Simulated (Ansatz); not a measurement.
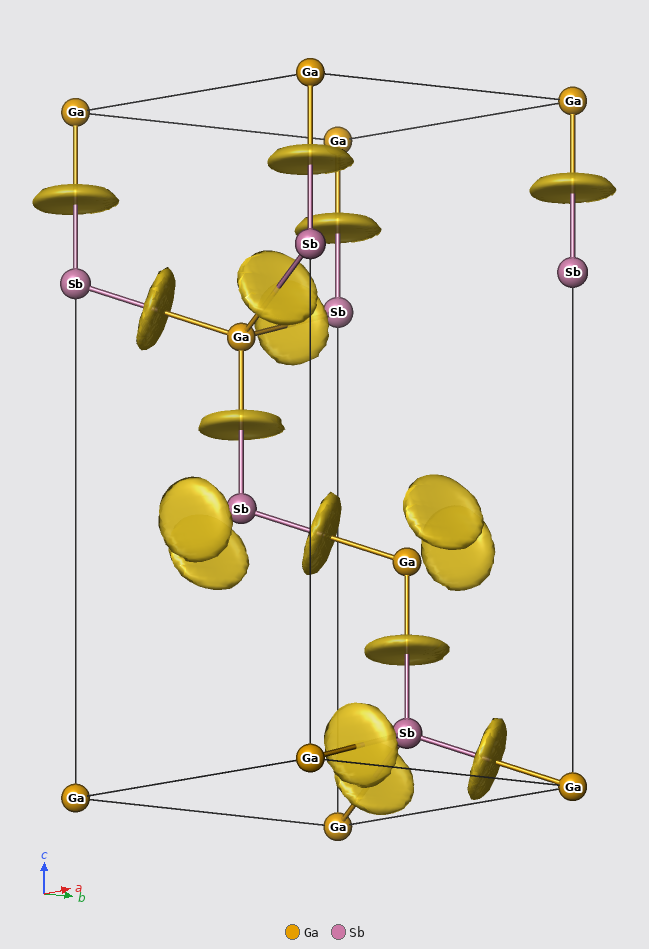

GaSb. Isosurface of the ELF at 0.65 (yellow), seen at an oblique angle. Only the valence region is drawn (cores and ρ < 0.01 e/Å³ removed). Sticks mark near contacts.

Space group F-43m.

Theory: DFT PBE, scalar-relativistic, plane waves, PAW in Ansatz.

Core electrons are frozen (PAW), and the valence fields are smoothed inside the atomic spheres.

**Describe the localisation domains.**

At this value the surface marks out twelve regions between bonded Ga–Sb atoms, counted in one cell of 6 atoms. Any copies at cell faces, edges or corners count once. Along the contacts the grid gives the following. Ga–Sb (2.69 Å): the ELF peaks at about 0.70 between the atoms.

**Metal or insulator at this level of theory?**

It is gapless in this calculation (a metal or semimetal).
